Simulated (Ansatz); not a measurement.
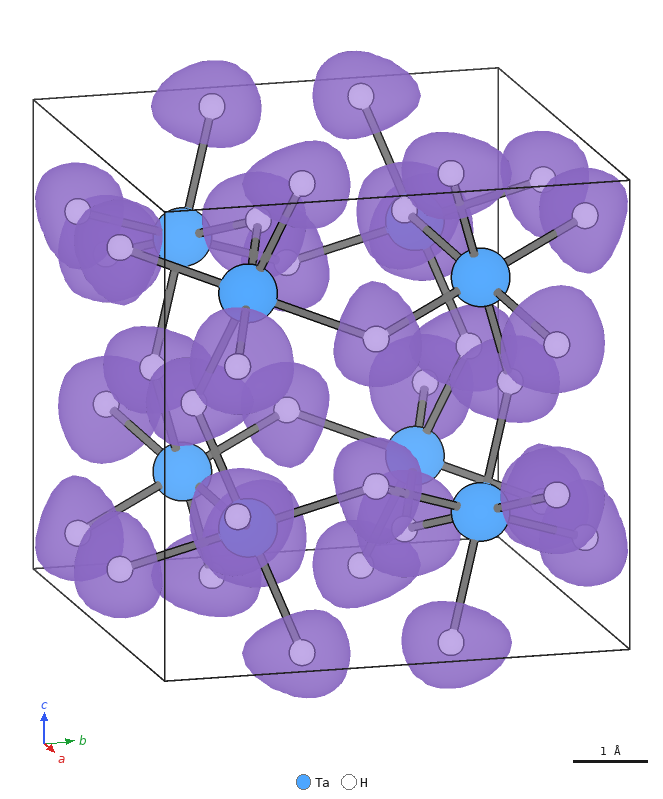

Figure 1: TaH3. Isosurface of the ELF at 0.75 (purple), seen slightly off an axis. Only the valence region is drawn (cores and ρ < 0.01 e/Å³ removed). Sticks mark near contacts.

Space group Im-3; a structure generated by program, which may or may not match a known phase.

The calculation used DFT PBE, scalar-relativistic, plane waves, PAW in Ansatz.

The calculation's input:

```
crystal:
  lattice:
    - [-3.3050943766, 3.3050943766, 3.3050943766]
    - [3.3050943766, -3.3050943766, 3.3050943766]
    - [3.3050943766, 3.3050943766, -3.3050943766]
  atoms:
    - { symbol: Ta, position: [0.5, 0.5, 0.5] }
    - { symbol: Ta, position: [0.0, 0.0, 0.5] }
    - { symbol: Ta, position: [0.0, 0.5, 0.0] }
    - { symbol: Ta, position: [0.5, 0.0, 0.0] }
    - { symbol: H, position: [0.5030776799, 0.6600771246, 0.8430005552] }
    - { symbol: H, position: [0.8430005552, 0.5030776799, 0.6600771246] }
    - { symbol: H, position: [0.6600771246, 0.8430005552, 0.5030776799] }
    - { symbol: H, position: [0.1829234306, 0.3399228754, 0.8430005552] }
    - { symbol: H, position: [0.1569994448, 0.8170765694, 0.6600771246] }
    - { symbol: H, position: [0.3399228754, 0.1569994448, 0.4969223201] }
    - { symbol: H, position: [0.8170765694, 0.6600771246, 0.1569994448] }
    - { symbol: H, position: [0.1569994448, 0.4969223201, 0.3399228754] }
    - { symbol: H, position: [0.3399228754, 0.8430005552, 0.1829234306] }
    - { symbol: H, position: [0.4969223201, 0.3399228754, 0.1569994448] }
    - { symbol: H, position: [0.8430005552, 0.1829234306, 0.3399228754] }
    - { symbol: H, position: [0.6600771246, 0.1569994448, 0.8170765694] }
basis:
  ecutwfc: 420
kpoints:
  mp_grid: { grid: [8, 8, 8] }
  band_path:
    path:
      - [[0.0, 0.0, 0.0], [0.5, -0.5, 0.5], [0.0, 0.0, 0.5], [0.0, 0.0, 0.0], [0.25, 0.25, 0.25], [0.5, -0.5, 0.5]]
      - [[0.25, 0.25, 0.25], [0.0, 0.0, 0.5]]
    npoints: 10
hamiltonian:
  xc: pbe
scf:
  occupations: { method: gaussian, width: 0.1 }
  n_extra_bands: 40
output:
  forces: true
  stress: true
  eigenvalues: true
  populations: true
  dos: { projected: true, de: 0.02, nscf_kmesh: { grid: [10, 10, 10] } }
  bader: false
  write_density: true
  write_potential: true
  elf: true
  volumetric_format: npy
```

Launched as:

```sh
ansatz run input.yaml --threads 1 --pin off --max-ram 2560MiB --backend cpu --events-out ev --progress --plain --runs-dir out
```

Below, planes, directions and counts refer to the conventional cell (a = 6.61 Å, b = 6.61 Å, c = 6.61 Å, α = 90.00°, β = 90.00°, γ = 90.00°).

> Identify the bonds, lone pairs and shells in this picture.

At this value the surface marks out 24 regions around hydrogen nuclei, counted in one cell of 32 atoms. Regions shared between cells count once. Profiles from the grid: Ta–H (1.86 Å): the ELF climbs to about 1 towards the hydrogen.

> Does the calculation give a band gap?

It is metallic or semimetallic at this level of theory: no gap opens.
